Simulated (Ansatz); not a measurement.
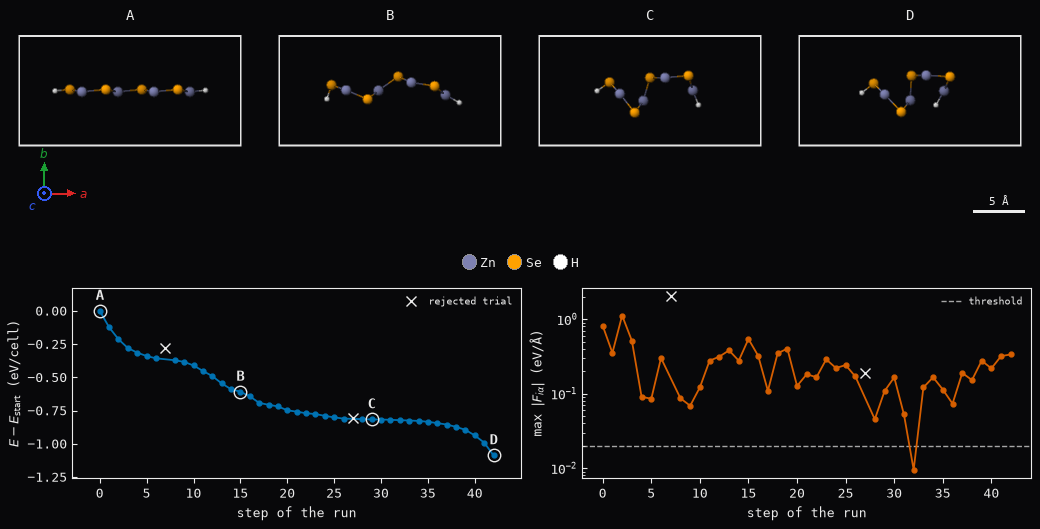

Frames of a relaxation of a wire of composition Zn$_{2}$HSe$_{2}$, marked on the history of the run. Style: ball-and-stick. Shown: the cell of the calculation, with the vacuum cut short, along the c axis.

Case: zigzag ribbon, 4 formula units a period, edges capped with H, edge spins opposed.

Level of theory: Ansatz 0.2.0, DFT PBE, scalar-relativistic, plane waves, PAW.

Input file:
```yaml
crystal:
  lattice:
    - [23.8, 0.0, 0.0]
    - [0.0, 9.5, 0.0]
    - [0.0, 0.0, 4.0891729114]
  atoms:
    - { symbol: Zn, position: [0.299932746, 0.488523845, 0.0] }
    - { symbol: Zn, position: [0.4487280242, 0.488523845, 0.5] }
    - { symbol: Zn, position: [0.5975233024, 0.488523845, 0.0] }
    - { symbol: Zn, position: [0.7463185807, 0.488523845, 0.5], spin: -1.0 }
    - { symbol: Se, position: [0.2503343199, 0.511476155, 0.5], spin: 1.0 }
    - { symbol: Se, position: [0.3991295981, 0.511476155, 0.0] }
    - { symbol: Se, position: [0.5479248764, 0.511476155, 0.5] }
    - { symbol: Se, position: [0.6967201546, 0.511476155, 0.0] }
    - { symbol: H, position: [0.8111686321, 0.503528943, 0.5] }
    - { symbol: H, position: [0.1888313679, 0.4972455137, 0.5] }
basis:
  ecutwfc: 420
kpoints:
  mp_grid: { grid: [1, 1, 13] }
hamiltonian:
  xc: pbe
scf:
  occupations: { method: gaussian, width: 0.05 }
output:
  forces: true
  stress: true
  eigenvalues: true
  populations: true
  write_density: true
  write_potential: true
  elf: true
  volumetric_format: npy
magnetization:
  spin_polarized: true
relax:
  adjacent_minimum: "off"
  f_tol: 0.02
  max_steps: 45
  cell: { fix: [a, b, alpha, beta, gamma], stress_tol: 0.03 }
```

Command:
```bash
ansatz run input.yaml --threads 4 --pin off --max-ram 11264MiB --backend cpu --events-out ev --progress --plain --runs-dir out
```

What happens along the run?

Answer. The run was cut off at its time limit before the relaxation converged, so the last structure is only a point on the way. After 40 accepted moves (42 points after the start) the energy has fallen by 1.087 eV per cell of the calculation. The largest force component goes from 0.82 to 0.34 eV/Å. The line search rejected the trial steps at points 7, 27 of the run. The largest move relative to the centre of the atoms is that of H9, 5.09 Å. By element the largest moves are H 5.09 Å, Se 2.67 Å, Zn 2.54 Å. Along the periodic axis the drawn cell goes c 4.089 → 3.933 Å (−3.8 %). Among the contacts that change: Zn1–Se5 2.371 → 2.485 Å, Zn2–Se6 2.371 → 2.443 Å, Zn4–H9 1.550 → 1.604 Å, Zn2–Se7 2.371 → 2.416 Å. Among the angles between lasting bonds that change: Zn3–Se8–Zn4 119.2° → 78.2°, Zn1–Se6–Zn2 119.2° → 84.8°, Zn2–Se7–Zn3 119.2° → 92.6°. The program noted that the starting moments weren't kept. From step 0 to 15: H10 moves most (1.42 Å), energy −0.609 eV per cell of the calculation. From step 15 to 29: H9 moves most (2.07 Å), energy −0.208 eV per cell of the calculation. From step 29 to 42: H9 moves most (2.22 Å), energy −0.270 eV per cell of the calculation.
